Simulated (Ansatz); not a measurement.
```
Cu O
1.0
     4.16094    0.00000    0.00000
     0.00000    4.16094    0.00000
     0.00000    0.00000    3.88764
Cu O
3 3
Direct
  0.50000 0.00000 0.50000
  0.00000 0.50000 0.50000
  0.00000 0.00000 0.00000
  0.00000 0.00000 0.50000
  0.50000 0.00000 0.00000
  0.00000 0.50000 0.00000
```

Space group P4/mmm; a structure from a database of computed crystals, not necessarily the ambient phase; the program warned that the cutoff is below the recommended one.

Computed with Ansatz 0.2.0, Kohn-Sham DFT of a periodic cell, PBE, Ansatz PAW.

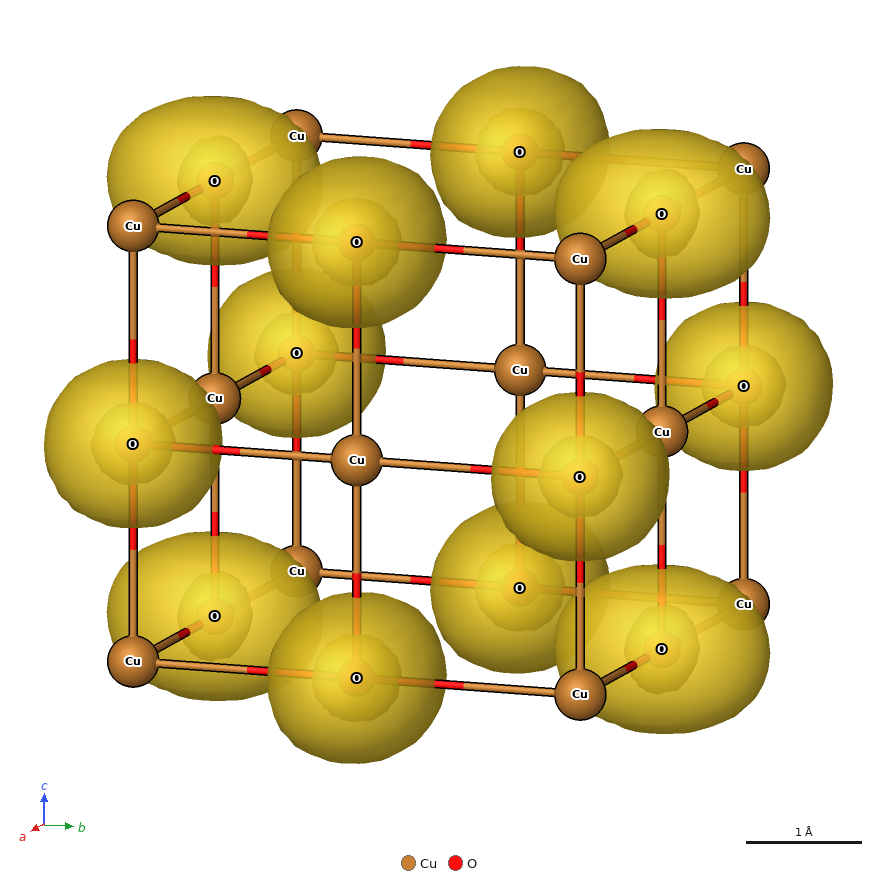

CuO. Isosurface of the ELF at 0.7 (yellow), seen slightly off an axis. Only the valence region is drawn (cores and ρ < 0.01 e/Å³ removed). Sticks mark near contacts.

Core electrons are frozen (PAW), and the valence fields are smoothed inside the atomic spheres.

### What do the ELF domains correspond to?

The surface consists of three regions wrapped around O (the valence shell of each), counted in one cell of 6 atoms. Any copies at cell faces, edges or corners count once. Along the contacts the grid gives the following. Cu–O (1.94 Å): the ELF peaks at about 0.80 in the valence shell of O, 0.6 Å from its nucleus, and is about 0.20 at the midpoint (no localised pair shows between them). Cu–O (2.08 Å): the ELF peaks at about 0.85 in the valence shell of O, 0.6 Å from its nucleus, and is about 0.15 at the midpoint (no localised pair shows between them).
